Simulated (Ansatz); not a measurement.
O₃₂Sr₃₁: several calculations on one system

Part 1: Relaxation

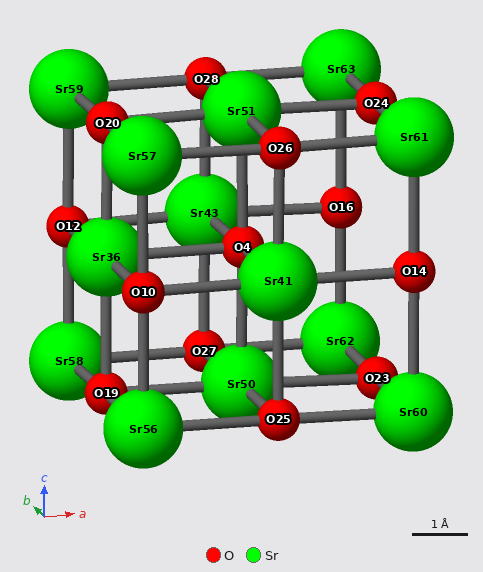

Starting structure of a defect cell of composition O32Sr31 (cell charge −1). Style: ball-and-stick. Shown: the atoms within 5.0 Å of the atom that moves most (axes of the cell of the calculation (origin shifted)), slightly off an axis.

Method: DFT, PBEsol, PAW, plane waves in Ansatz 0.2.0.

Set-up: plane-wave cutoff 420 eV; k-point mesh 1 × 1 × 1; mesh shifted by (0.25, 0.25, 0.25); collinear spin; atoms relaxed in a fixed cell; force threshold 0.03 eV/Å; at most 80 steps.

```xyz
63
Lattice="10.2455 0.0000 0.0000 0.0000 10.2455 0.0000 0.0000 0.0000 10.2455" Properties=species:S:1:pos:R:3 pbc="T T T"
O     2.5589   10.2330    0.0221
O     2.5498    0.0125    5.1155
O     2.5634    5.1223   10.2423
O     2.5745    5.1058    5.1728
O     7.7070    0.0387    0.0276
O     7.6917   10.2447    5.1220
O     7.6605    5.0997    0.0014
O     7.7013    5.1181    5.1227
O     0.0083    2.5520    0.0092
O     0.0008    2.5743    5.1200
O     0.0152    7.6817   10.2287
O    10.2262    7.6991    5.0928
O     5.1161    2.6005   10.2355
O     5.1098    2.5757    5.1606
O     5.1143    7.6577   10.2355
O     5.1332    7.7097    5.1020
O    10.2076    0.0011    2.6367
O    10.2294   10.2075    7.6297
O    10.2396    5.1054    2.5932
O     0.0242    5.1351    7.6662
O     5.1341   10.2146    2.5843
O     5.0941   10.2169    7.7000
O     5.1020    5.1030    2.5342
O     5.0906    5.1457    7.6931
O     2.5466    2.5587    2.5592
O     2.5761    2.5745    7.6501
O     2.5486    7.7026    2.5798
O     2.5741    7.6735    7.6981
O     7.6953    2.5455    2.5651
O     7.7243    2.5857    7.7159
O     7.6793    7.7021    2.5710
O     7.7143    7.6584    7.6888
Sr    0.0048    0.0107    0.0013
Sr    0.0002   10.2330    5.1278
Sr   10.2214    5.1169    0.0046
Sr    0.0037    5.1447    5.1476
Sr    5.0646    0.0077    0.0298
Sr    5.1621    0.0069    5.1506
Sr    5.1110    5.1319    0.0136
Sr    2.5569    2.5263   10.2067
Sr    2.5450    2.6040    5.1463
Sr    2.5473    7.7291   10.2418
Sr    2.5618    7.7131    5.1570
Sr    7.6836    2.5660   10.2167
Sr    7.6808    2.6002    5.1372
Sr    7.6886    7.6435    0.0141
Sr    7.6942    7.6894    5.1074
Sr    2.5805    0.0188    2.5545
Sr    2.5204   10.2306    7.7157
Sr    2.5342    5.1188    2.5887
Sr    2.5592    5.1508    7.7186
Sr    7.6564   10.2356    2.5357
Sr    7.6705    0.0000    7.6878
Sr    7.6948    5.1385    2.6079
Sr    7.6837    5.1364    7.6978
Sr   10.2353    2.5327    2.5636
Sr   10.2273    2.5844    7.6807
Sr   10.2402    7.6748    2.5684
Sr   10.2433    7.6924    7.6732
Sr    5.0777    2.5177    2.5422
Sr    5.1075    2.5562    7.6894
Sr    5.1161    7.6956    2.5907
Sr    5.1278    7.6708    7.7051
```

Question: Where does the relaxation end?

Answer: O4 moves most: 0.21 Å along [−3 0 −1]. By element the largest moves are O 0.21 Å, Sr 0.12 Å. The cell stays as it was. Near-neighbour distances that change, for instance: O4–Sr36 2.571 → 2.373 Å, O14–Sr60 2.619 → 2.520 Å, Sr43–Sr50 3.651 → 3.562 Å, O16–Sr63 2.603 → 2.519 Å. Bond angles that change, for instance: Sr41–O4–Sr43 178.6° → 169.5°, Sr50–O4–Sr51 178.2° → 169.5°, Sr36–O4–Sr43 88.9° → 95.1°. Over 3 geometry steps the energy falls by 1.569 eV per cell of the calculation. The largest force component goes from 1.5 to 0.027 eV/Å.

After the run, drawn alike:

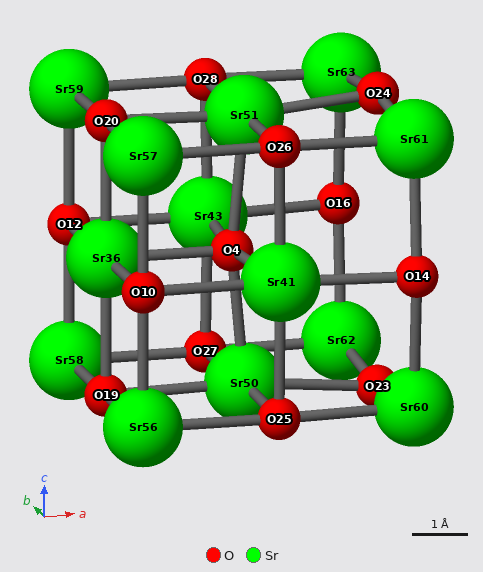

Limits of the set-up: the cell is charged, on a uniform background, and energies carry no finite-size correction.

Part 2: Relaxation

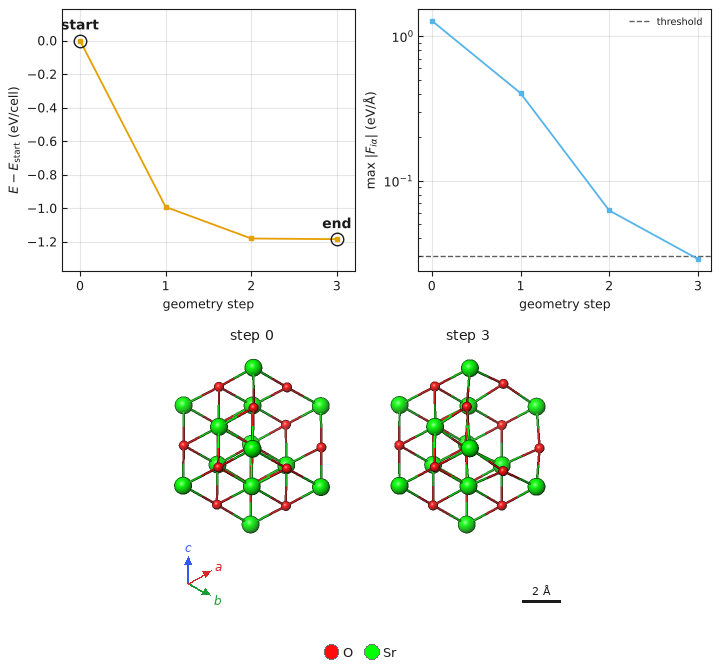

First and last geometry of a relaxation of a defect cell of composition O32Sr31, with the history of the run. Style: ball-and-stick. Shown: the atoms within 5.0 Å of the atom that moves most (axes of the cell of the calculation (origin shifted)), from a free direction.

Computed with Ansatz, DFT, PBEsol, PAW, plane waves. Set-up: plane-wave cutoff 420 eV; k-point mesh 1 × 1 × 1; mesh shifted by (0.25, 0.25, 0.25); collinear spin; atoms relaxed in a fixed cell; force threshold 0.03 eV/Å; at most 80 steps.

**Read the history and describe the run.**

It converged. The energy falls by 1.185 eV per cell of the calculation in 3 geometry steps. The largest force component goes from 1.3 to 0.029 eV/Å. The largest move is that of an O atom, 0.23 Å roughly along [−3 0 −1]. By element the largest moves are O 0.23 Å, Sr 0.09 Å. The cell stays as it was. Near-neighbour distances that change, for instance: O–Sr 2.571 → 2.357 Å, O–Sr 2.619 → 2.541 Å, O–Sr 2.519 → 2.576 Å, Sr–Sr 3.651 → 3.594 Å. Among the angles between lasting bonds that change: Sr–O–Sr 178.6° → 169.9°, Sr–O–Sr 178.2° → 169.8°, Sr–O–Sr 88.9° → 94.9°.

Part 3: Defect

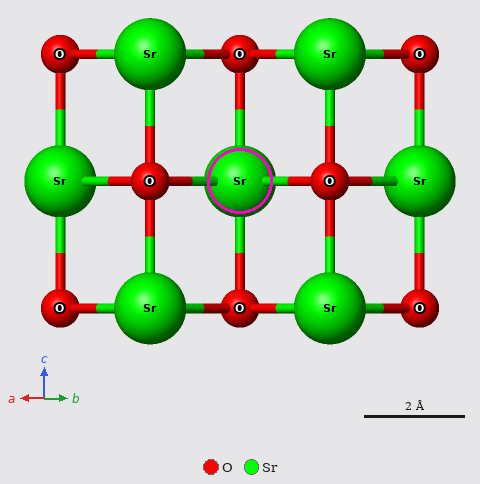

Perfect SrO. The picture is a ball-and-stick view of the atoms within 4.6 Å of one point, in a slice 5.0 Å thick across the line of sight, seen along [110].

Computed with DFT, PBEsol, PAW, plane waves (Ansatz). Set-up: plane-wave cutoff 420 eV; k-point mesh 1 × 1 × 1; mesh shifted by (0.25, 0.25, 0.25); collinear spin. Fermi-Dirac smearing of 0.01 eV. A uniform background neutralises the charged cell. The axes drawn are those of the host's conventional cell.

A strontium atom is taken out (a vacancy) at the ringed place, in charge state +1. The supercell has 64 sites, and the atoms are relaxed at the host's cell.

### How do the neighbours respond?

Around the empty Sr site the host had 6 O at 2.56 Å; after relaxation the nearest atoms are 6 O at 2.77 Å. Of the host's atoms, an oxygen atom moves furthest from its site, by 0.21 Å. The cell's net moment is 3.00 μB.

The relaxed defect, seen from the same direction:

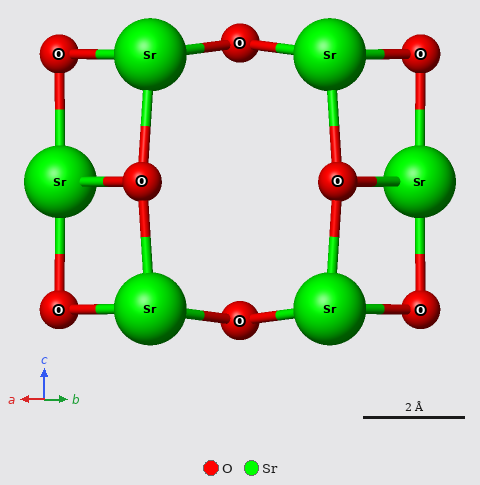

Limits of the set-up: the cell is charged, on a uniform background, and energies carry no finite-size correction.

Part 4: Defect

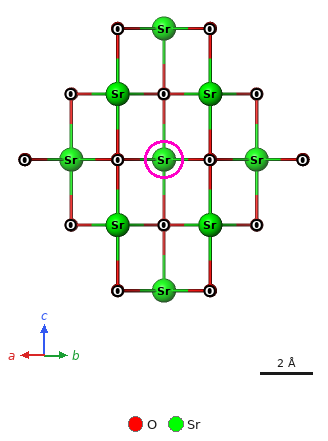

Perfect SrO. Style: ball-and-stick. Shown: the atoms within 6.0 Å of one point, in a slice 5.0 Å thick across the line of sight, along [110].

Level of theory: DFT, PBEsol, PAW, plane waves in Ansatz 0.2.0. Set-up: plane-wave cutoff 420 eV; k-point mesh 1 × 1 × 1; mesh shifted by (0.25, 0.25, 0.25); collinear spin. Fermi-Dirac smearing of 0.01 eV. The axes drawn are those of the host's conventional cell.

A strontium atom is taken out (a vacancy) at the ringed place, in charge state 0. The supercell has 64 sites, and the atoms are relaxed at the host's cell.

Predict the relaxed surroundings of the defect.

Answer. Around the empty Sr site the host had 6 O at 2.56 Å; after relaxation the nearest atoms are 6 O at 2.76 to 2.77 Å. Of the host's atoms, an oxygen atom moves furthest from its site, by 0.21 Å. The cell's net moment is 2.00 μB.

The relaxed defect, seen from the same direction:

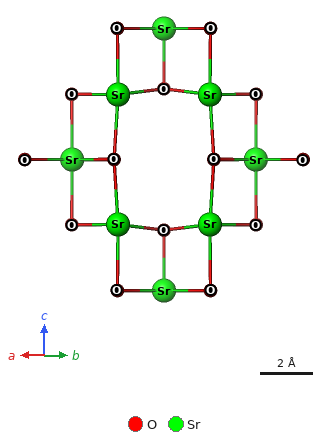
